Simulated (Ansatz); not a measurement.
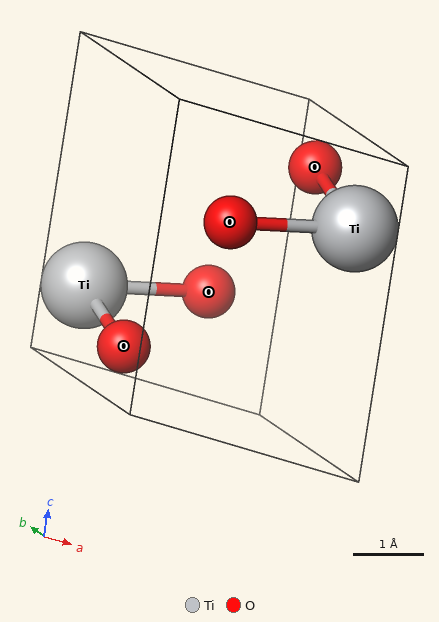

The starting structure (ball-and-stick view of the cell of the calculation, seen slightly off an axis). Near neighbours in the crystal (not all of them lie inside the picture): Ti has 6 O at 1.97 to 2.02 Å; O has 3 Ti at 1.97 to 2.02 Å.

## Geometry relaxation of TiO2 (part 1 of 2)

- system: TiO2 (6 atoms in the cell)
- method: DFT PBE, scalar-relativistic, plane waves, PAW, no spin polarisation (Ansatz 0.2.0)

The structure derives from a Materials Project entry. It belongs to a series of runs on one base structure; here: volume × 1.03, shape and atoms relaxed.

## The input
```yaml
crystal:
  lattice:
    - [2.7128110174, -2.7128789856, -0.0197646408]
    - [2.7128110174, 2.7128789856, -0.0197646408]
    - [-2.6751606665, 0.0, 4.9172086287]
  atoms:
    - { symbol: Ti, position: [0.1251059414, 0.8748940586, 0.25] }
    - { symbol: Ti, position: [0.8748940586, 0.1251059414, 0.75] }
    - { symbol: O, position: [0.3314172322, 0.0816314284, 0.6629499151] }
    - { symbol: O, position: [0.6685827678, 0.9183685716, 0.3370500849] }
    - { symbol: O, position: [0.9183685716, 0.6685827678, 0.8370500849] }
    - { symbol: O, position: [0.0816314284, 0.3314172322, 0.1629499151] }
basis:
  ecutwfc: 420
kpoints:
  mp_grid: { grid: [8, 8, 6] }
hamiltonian:
  xc: pbe
scf:
  occupations: { method: gaussian, width: 0.02 }
output:
  forces: true
  stress: true
  eigenvalues: true
  write_density: true
  write_potential: true
  elf: true
  volumetric_format: npy
relax:
  adjacent_minimum: "off"
  f_tol: 0.01
  max_steps: 30
  cell: { stress_tol: 0.1, fix: [volume] }
```

Hardware: 1 thread of Intel Xeon @ 2.50GHz (Skylake/Cascade Lake), 64 GiB of memory available, shared host.

Run as:
```bash
ansatz run input.yaml --threads 1 --pin off --max-ram 2560MiB --backend cpu --events-out ev --progress --plain --runs-dir out
```

## What the program printed
```
Engine: ansatz 0.2.0, x86_64-unknown-linux-gnu
Pseudopotentials: kind: paw
Pseudopotential: Ti, paw, valence charge 12, recommended cutoff 420 eV (normal), Ti.paw.azcp
Pseudopotential: O, paw, valence charge 6, recommended cutoff 420 eV (normal), O.paw.azcp
Functional definition: PBE
  parameter kappa = 0.804
  parameter beta = 0.06672455060314922
  exchange = pbe_x(kappa = kappa, mu = beta*pi^2/3)
  correlation = pbe_c(beta = beta)
Crystal: 6 atoms, lattice volume = 72.090 Å³
Basis set: ecut = 420 eV, 1397 PW (Γ), exchange–correlation on 54×54×80 points (8 copies of the dense FFT grid, shifted against one another)
Bands: 30, of which v1, the nominal top of the filled ones, is band 24 counted from 1 (23 counted from 0)
Symmetry: 4 space group operations
Space group: C2/c (ITA 15), of the structure as read, at distance tolerance 4.2e-5 Å
k-points: 114 of 384
Non-local potential: Ti, projectors of the file, l = 0: 3, l = 1: 2, l = 2: 3, l = 3: 1
Non-local potential: O, projectors of the file, l = 0: 2, l = 1: 2, l = 2: 1
PAW form: soft (Blöchl's): semilocal exchange-correlation on the pseudo side does not see the compensation charge
PAW one-centre angular grid: Ti, 590 points (default); XC on 64 Gauss nodes
PAW one-centre angular grid: O, 110 points (default); XC on 64 Gauss nodes
Initial density: superposition of atomic densities (neutral atoms: chi_scale 0, normalization atom), corrected by the library's trained network
Initial wavefunctions: pseudopotential atomic-orbital guess
Functional: x = pbe(κ = 0.804, μ = 0.2195149727645171), c = pbe(β = 0.06672455060314922)
SCF iter   1: F=—  HF=-7277.459473 eV  |F-HF|=—  |Δ(HF+E_count)|=         —  Δρ=3.03e-3  dr2=1.68e-3  ethr=1.77e-3  ⟨swp⟩=5.3  Hψ=14117  notcnv=0
preconditioner: auto → Resta (q_TF=auto, 2.549 Å⁻¹)  ε∞=8.1  [insulator: Δε(μ)=2.081 eV  Ē_g=9.300 eV  σ=0.020 eV  W_gap=1.00  n_scr=22 (ndim 8)  ℏωp=24.7 eV  f_vac=0.112  D(μ)=0.00/eV (n_scr^D=0)  ε∞_Penn≈8.1]
SCF iter   2: F=—  HF=-7277.460908 eV  |F-HF|=—  |Δ(HF+E_count)|=   1.44e-3  Δρ=1.60e-3  dr2=5.17e-4  ethr=3.50e-6  ⟨swp⟩=2.1  Hψ=6207  notcnv=0  defer=178
SCF iter   3: F=—  HF=-7277.461699 eV  |F-HF|=—  |Δ(HF+E_count)|=   7.91e-4  Δρ=6.28e-4  dr2=2.53e-4  ethr=1.08e-6  ⟨swp⟩=2.0  Hψ=5049  notcnv=0  defer=178
SCF iter   4: F=—  HF=-7277.461671 eV  |F-HF|=—  |Δ(HF+E_count)|=   2.81e-5  Δρ=1.54e-4  dr2=1.40e-5  ethr=5.27e-7  ⟨swp⟩=2.0  Hψ=4431  notcnv=0  defer=178
SCF iter   5: F=—  HF=-7277.461718 eV  |F-HF|=—  |Δ(HF+E_count)|=   4.71e-5  Δρ=5.86e-5  dr2=1.85e-6  ethr=2.93e-8  ⟨swp⟩=2.4  Hψ=5552  notcnv=0  defer=178
SCF iter   6: F=—  HF=-7277.461720 eV  |F-HF|=—  |Δ(HF+E_count)|=   1.76e-6  Δρ=2.02e-5  dr2=1.90e-7  ethr=3.85e-9  ⟨swp⟩=2.0  Hψ=4631  notcnv=0  defer=178
SCF iter   7: F=-7277.461720 eV  HF=-7277.461720 eV  |F-HF|=1.26e-8  |Δ(HF+E_count)|=   3.51e-7  Δρ=3.74e-6  dr2=5.96e-9  ethr=2.08e-10  ⟨swp⟩=11.8  Hψ=22408  notcnv=0
SCF 1 converged in 7 iterations: F = -7277.461720 eV  dr2 = 5.96e-9
  greatest PAW one-centre occupation: 0.999 electrons in one spin orbital (limit 2), on the Ti atom at site 1 (counted from 0), in its partial waves of l = 0
relax step   1: F+E_penalty+E_count = -7277.46172013 eV  Δ(F+E_penalty+E_count) = +0.000e0 eV  max|allowed force component| = 1.498e-1 eV/Å  Δτ_max = 0.0000 Å  P = -5.703 GPa  Ω = 72.090 Å³  fix = [volume]  reactions: volume -5.703 GPa  (7 SCF iters, dr2 threshold 1.00e-7 eV, accepted)
Basis set: ecut = 420 eV, 1405 PW (Γ), exchange–correlation on 54×54×80 points (8 copies of the dense FFT grid, shifted against one another)
Initial density: handed on by an earlier stage of this run
Initial wavefunctions: those handed on with the density
iter 1 solved again at ethr=1.21e-6 eV; its pass at ethr=3.10e-3 eV (dr2=5.80e-4 eV) is discarded
SCF iter   1: F=—  HF=-7277.466008 eV  |F-HF|=—  |Δ(HF+E_count)|=         —  Δρ=9.53e-4  dr2=4.30e-4  ethr=1.21e-6  ⟨swp⟩=2.1  Hψ=19138  notcnv=0
preconditioner: auto → Resta (q_TF=auto, 2.549 Å⁻¹)  ε∞=8.1  [insulator: Δε(μ)=2.123 eV  Ē_g=9.315 eV  σ=0.020 eV  W_gap=1.00  n_scr=22 (ndim 8)  ℏωp=24.7 eV  f_vac=0.114  D(μ)=0.00/eV (n_scr^D=0)  ε∞_Penn≈8.1]
SCF iter   2: F=—  HF=-7277.466004 eV  |F-HF|=—  |Δ(HF+E_count)|=   4.50e-6  Δρ=5.24e-4  dr2=1.70e-4  ethr=8.95e-7  ⟨swp⟩=2.2  Hψ=4764  notcnv=0
SCF iter   3: F=—  HF=-7277.466014 eV  |F-HF|=—  |Δ(HF+E_count)|=   1.03e-5  Δρ=4.40e-4  dr2=1.30e-4  ethr=3.55e-7  ⟨swp⟩=2.3  Hψ=5552  notcnv=0
SCF iter   4: F=—  HF=-7277.465994 eV  |F-HF|=—  |Δ(HF+E_count)|=   2.02e-5  Δρ=6.36e-5  dr2=3.11e-6  ethr=2.70e-7  ⟨swp⟩=2.0  Hψ=4749  notcnv=0
SCF iter   5: F=-7277.465995 eV  HF=-7277.465995 eV  |F-HF|=3.88e-7  |Δ(HF+E_count)|=   1.01e-6  Δρ=2.31e-5  dr2=3.37e-7  ethr=1.25e-9  ⟨swp⟩=7.0  Hψ=22722  notcnv=0
SCF 2 converged in 5 iterations: F = -7277.465995 eV  dr2 = 3.37e-7
relax step   2: F+E_penalty+E_count = -7277.46599498 eV  Δ(F+E_penalty+E_count) = -4.275e-3 eV  max|allowed force component| = 6.039e-2 eV/Å  Δτ_max = 0.0105 Å  P = -5.274 GPa  Ω = 72.090 Å³  energy of the carried Pulay correction = +1.963e-16 eV  fix = [volume]  reactions: volume -5.274 GPa  (5 SCF iters, dr2 threshold 6.00e-7 eV, accepted)
iter 1 solved again at ethr=8.10e-7 eV; its pass at ethr=3.10e-3 eV (dr2=3.89e-4 eV) is discarded
SCF iter   1: F=—  HF=-7277.467072 eV  |F-HF|=—  |Δ(HF+E_count)|=         —  Δρ=7.91e-4  dr2=2.85e-4  ethr=8.10e-7  ⟨swp⟩=2.2  Hψ=19144  notcnv=0
preconditioner: auto → Resta (q_TF=auto, 2.549 Å⁻¹)  ε∞=8.0  [insulator: Δε(μ)=2.152 eV  Ē_g=9.331 eV  σ=0.020 eV  W_gap=1.00  n_scr=24 (ndim 8)  ℏωp=24.7 eV  f_vac=0.116  D(μ)=0.00/eV (n_scr^D=0)  ε∞_Penn≈8.0]
SCF iter   2: F=—  HF=-7277.467058 eV  |F-HF|=—  |Δ(HF+E_count)|=   1.42e-5  Δρ=4.34e-4  dr2=1.13e-4  ethr=5.93e-7  ⟨swp⟩=2.6  Hψ=5205  notcnv=0
SCF iter   3: F=—  HF=-7277.467107 eV  |F-HF|=—  |Δ(HF+E_count)|=   4.94e-5  Δρ=4.02e-4  dr2=1.10e-4  ethr=2.36e-7  ⟨swp⟩=2.5  Hψ=6193  notcnv=0
SCF iter   4: F=—  HF=-7277.467090 eV  |F-HF|=—  |Δ(HF+E_count)|=   1.71e-5  Δρ=4.91e-5  dr2=2.29e-6  ethr=2.30e-7  ⟨swp⟩=2.0  Hψ=4671  notcnv=0
SCF iter   5: F=-7277.467091 eV  HF=-7277.467091 eV  |F-HF|=2.86e-7  |Δ(HF+E_count)|=   6.90e-7  Δρ=1.73e-5  dr2=2.25e-7  ethr=4.75e-10  ⟨swp⟩=7.0  Hψ=22283  notcnv=0
SCF 3 converged in 5 iterations: F = -7277.467091 eV  dr2 = 2.25e-7
relax step   3: F+E_penalty+E_count = -7277.46709112 eV  Δ(F+E_penalty+E_count) = -1.096e-3 eV  max|allowed force component| = 9.585e-3 eV/Å  Δτ_max = 0.0088 Å  P = -4.926 GPa  Ω = 72.090 Å³  fix = [volume]  reactions: volume -4.926 GPa  (5 SCF iters, dr2 threshold 2.28e-7 eV, accepted)
iter 1 solved again at ethr=3.77e-9 eV; its pass at ethr=3.10e-3 eV (dr2=1.81e-6 eV) is discarded
SCF iter   1: F=—  HF=-7277.467072 eV  |F-HF|=—  |Δ(HF+E_count)|=         —  Δρ=9.01e-5  dr2=2.88e-6  ethr=3.77e-9  ⟨swp⟩=3.3  Hψ=20604  notcnv=0
preconditioner: auto → Resta (q_TF=auto, 2.549 Å⁻¹)  ε∞=8.0  [insulator: Δε(μ)=2.151 eV  Ē_g=9.332 eV  σ=0.020 eV  W_gap=1.00  n_scr=24 (ndim 8)  ℏωp=24.7 eV  f_vac=0.116  D(μ)=0.00/eV (n_scr^D=0)  ε∞_Penn≈8.0]
SCF iter   2: F=—  HF=-7277.467102 eV  |F-HF|=—  |Δ(HF+E_count)|=   2.98e-5  Δρ=4.95e-5  dr2=9.41e-7  ethr=3.77e-9  ⟨swp⟩=2.4  Hψ=6076  notcnv=0
SCF iter   3: F=-7277.467102 eV  HF=-7277.467102 eV  |F-HF|=3.09e-8  |Δ(HF+E_count)|=   9.24e-8  Δρ=8.46e-6  dr2=4.06e-8  ethr=9.10e-11  ⟨swp⟩=6.9  Hψ=21767  notcnv=0
SCF 4 converged in 3 iterations: F = -7277.467102 eV  dr2 = 4.06e-8
relax step   4: F+E_penalty+E_count = -7277.46710236 eV  Δ(F+E_penalty+E_count) = -1.124e-5 eV  max|allowed force component| = 6.441e-3 eV/Å  Δτ_max = 0.0005 Å  P = -4.932 GPa  Ω = 72.090 Å³  energy of the carried Pulay correction = +1.963e-16 eV  fix = [volume]  reactions: volume -4.932 GPa  (3 SCF iters, dr2 threshold 4.37e-8 eV, accepted)
Initial wavefunctions: pseudopotential atomic-orbital guess (no wavefunctions were taken with the density)
iter 1 solved again at ethr=6.90e-9 eV; its pass at ethr=3.10e-3 eV (dr2=3.31e-6 eV) is discarded
SCF iter   1: F=—  HF=-7277.466948 eV  |F-HF|=—  |Δ(HF+E_count)|=         —  Δρ=1.45e-4  dr2=6.29e-7  ethr=6.90e-9  ⟨swp⟩=3.3  Hψ=24432  notcnv=0
preconditioner: auto → Resta (q_TF=auto, 2.549 Å⁻¹)  ε∞=8.0  [insulator: Δε(μ)=2.151 eV  Ē_g=9.332 eV  σ=0.020 eV  W_gap=1.00  n_scr=24 (ndim 8)  ℏωp=24.7 eV  f_vac=0.117  D(μ)=0.00/eV (n_scr^D=0)  ε∞_Penn≈8.0]
SCF iter   2: F=—  HF=-7277.467186 eV  |F-HF|=—  |Δ(HF+E_count)|=   2.38e-4  Δρ=7.41e-5  dr2=1.75e-7  ethr=1.31e-9  ⟨swp⟩=2.0  Hψ=6154  notcnv=0
SCF iter   3: F=—  HF=-7277.467256 eV  |F-HF|=—  |Δ(HF+E_count)|=   6.95e-5  Δρ=1.06e-5  dr2=6.43e-8  ethr=3.65e-10  ⟨swp⟩=2.0  Hψ=5242  notcnv=0
SCF iter   4: F=—  HF=-7277.467256 eV  |F-HF|=—  |Δ(HF+E_count)|=   8.51e-8  Δρ=2.59e-6  dr2=4.02e-9  ethr=1.34e-10  ⟨swp⟩=2.0  Hψ=4696  notcnv=0
SCF iter   5: F=—  HF=-7277.467256 eV  |F-HF|=—  |Δ(HF+E_count)|=  3.24e-10  Δρ=1.55e-6  dr2=1.28e-9  ethr=8.38e-12  ⟨swp⟩=2.0  Hψ=4139  notcnv=0
SCF iter   6: F=-7277.467256 eV  HF=-7277.467256 eV  |F-HF|=8.73e-11  |Δ(HF+E_count)|=   1.08e-8  Δρ=4.47e-7  dr2=5.04e-11  ethr=1.00e-12  ⟨swp⟩=5.0  Hψ=17745  notcnv=0
SCF 5 converged in 6 iterations: F = -7277.467256 eV  dr2 = 5.04e-11
relax step   5: F+E_penalty+E_count = -7277.46725593 eV  Δ(F+E_penalty+E_count) = -1.536e-4 eV  max|allowed force component| = 6.458e-3 eV/Å  Δτ_max = 0.0000 Å  P = -4.931 GPa  Ω = 72.090 Å³  fix = [volume]  reactions: volume -4.931 GPa  stress off target by 1.59e-1 GPa on what of the cell is left free  SCF on the basis re-selected at this cell (its energy is not comparable with the rows above)  (6 SCF iters)
basis re-selected at this cell: Δ(F+E_penalty+E_count) = -1.536e-4 eV, ΔP = +0.001 GPa vs the last step (what re-selecting the basis moved, of the pressure what is left beyond the Pulay correction that the steps carried, after the strain that the cell walked since its last selection, with what the two solves' SCF thresholds leave and, on support functions, any second-order correction that the steps lacked; it is no measure of the basis error at this ecutwfc). This SCF's stress stands 1.59e-1 GPa from its target on what of the cell is left free (relax.cell.stress_tol is 1.00e-1 GPa) and its largest allowed force component is 6.46e-3 eV/Å (relax.f_tol is 1.00e-2 eV/Å): not within both, so this SCF does not close the relaxation
iter 1 solved again at ethr=1.37e-8 eV; its pass at ethr=3.10e-3 eV (dr2=6.57e-6 eV) is discarded
SCF iter   1: F=—  HF=-7277.467282 eV  |F-HF|=—  |Δ(HF+E_count)|=         —  Δρ=1.95e-4  dr2=1.45e-5  ethr=1.37e-8  ⟨swp⟩=3.0  Hψ=20313  notcnv=0
eigensolver tolerance schedule calibrated: the retry pair's looser diagonalisation under-reported the residual by θ = 0.55 (0.10/decade); ethr = c·dr2/N_el runs at the constant in force after the calibration composes with the one it found (an armed cap, an earlier calibration), c = 9.6e-2
preconditioner: auto → Resta (q_TF=auto, 2.549 Å⁻¹)  ε∞=8.0  [insulator: Δε(μ)=2.154 eV  Ē_g=9.334 eV  σ=0.020 eV  W_gap=1.00  n_scr=24 (ndim 8)  ℏωp=24.7 eV  f_vac=0.117  D(μ)=0.00/eV (n_scr^D=0)  ε∞_Penn≈8.0]
SCF iter   2: F=—  HF=-7277.467310 eV  |F-HF|=—  |Δ(HF+E_count)|=   2.89e-5  Δρ=1.03e-4  dr2=4.39e-6  ethr=1.37e-8  ⟨swp⟩=2.4  Hψ=5353  notcnv=0
SCF iter   3: F=—  HF=-7277.467310 eV  |F-HF|=—  |Δ(HF+E_count)|=   4.05e-7  Δρ=4.62e-5  dr2=1.42e-6  ethr=8.79e-9  ⟨swp⟩=2.0  Hψ=5233  notcnv=0
SCF iter   4: F=—  HF=-7277.467310 eV  |F-HF|=—  |Δ(HF+E_count)|=   2.03e-7  Δρ=1.39e-5  dr2=1.03e-7  ethr=2.85e-9  ⟨swp⟩=2.0  Hψ=4674  notcnv=0
SCF iter   5: F=-7277.467310 eV  HF=-7277.467310 eV  |F-HF|=7.33e-9  |Δ(HF+E_count)|=   3.14e-8  Δρ=3.22e-6  dr2=7.45e-9  ethr=1.27e-10  ⟨swp⟩=8.0  Hψ=18640  notcnv=0
SCF 6 converged in 5 iterations: F = -7277.467310 eV  dr2 = 7.45e-9
relax step   6: F+E_penalty+E_count = -7277.46730990 eV  Δ(F+E_penalty+E_count) = -5.398e-5 eV  max|allowed force component| = 5.065e-4 eV/Å  Δτ_max = 0.0009 Å  P = -4.912 GPa  Ω = 72.090 Å³  energy of the carried Pulay correction = -5.635e-6 eV  fix = [volume]  reactions: volume -4.912 GPa  (5 SCF iters, dr2 threshold 6.35e-8 eV, accepted)
iter 1 solved again at ethr=5.73e-9 eV; its pass at ethr=3.10e-3 eV (dr2=2.75e-6 eV) is discarded
SCF iter   1: F=—  HF=-7277.467268 eV  |F-HF|=—  |Δ(HF+E_count)|=         —  Δρ=3.01e-5  dr2=3.22e-8  ethr=5.73e-9  ⟨swp⟩=3.4  Hψ=24674  notcnv=0
SCF iter   2: F=—  HF=-7277.467309 eV  |F-HF|=—  |Δ(HF+E_count)|=   4.08e-5  Δρ=1.56e-5  dr2=1.41e-8  ethr=6.71e-11  ⟨swp⟩=3.1  Hψ=6761  notcnv=0
SCF iter   3: F=—  HF=-7277.467312 eV  |F-HF|=—  |Δ(HF+E_count)|=   2.66e-6  Δρ=7.09e-6  dr2=4.63e-9  ethr=2.94e-11  ⟨swp⟩=2.0  Hψ=4504  notcnv=0
SCF iter   4: F=—  HF=-7277.467312 eV  |F-HF|=—  |Δ(HF+E_count)|=   5.94e-7  Δρ=2.58e-6  dr2=3.14e-9  ethr=9.64e-12  ⟨swp⟩=2.0  Hψ=5193  notcnv=0
SCF iter   5: F=-7277.467312 eV  HF=-7277.467312 eV  |F-HF|=8.65e-10  |Δ(HF+E_count)|=   3.37e-8  Δρ=5.45e-7  dr2=1.80e-10  ethr=1.00e-12  ⟨swp⟩=5.0  Hψ=18000  notcnv=0
SCF 7 converged in 5 iterations: F = -7277.467312 eV  dr2 = 1.80e-10
relax step   7: F+E_penalty+E_count = -7277.46731231 eV  Δ(F+E_penalty+E_count) = -2.403e-6 eV  max|allowed force component| = 4.819e-4 eV/Å  Δτ_max = 0.0000 Å  P = -4.912 GPa  Ω = 72.090 Å³  fix = [volume]  reactions: volume -4.912 GPa  stress off target by 1.08e-2 GPa on what of the cell is left free  SCF on the basis re-selected at this cell (its energy is not comparable with the rows above)  (5 SCF iters)
```

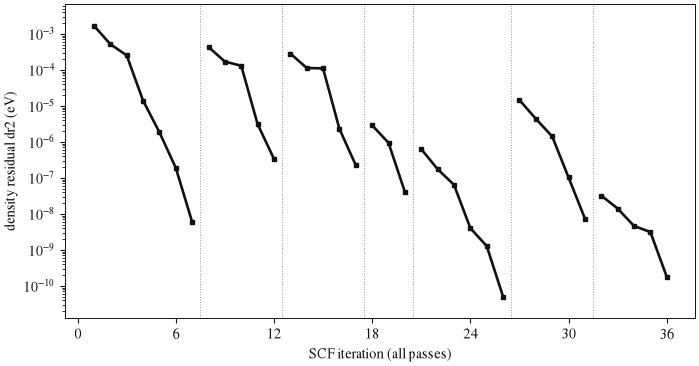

Convergence of the self-consistent field: density residual dr2 against the SCF iteration. The dotted lines part the SCF passes of the relaxation: geometry steps, rejected trials and re-solves on a re-selected basis. The 7 passes take 3 to 7 iterations each, 36 in all.

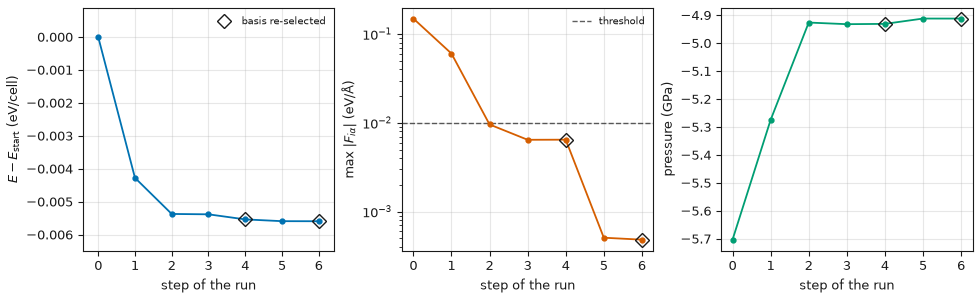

Progress of the relaxation, step by step (the first geometry is step 0 here and step 1 in the log).
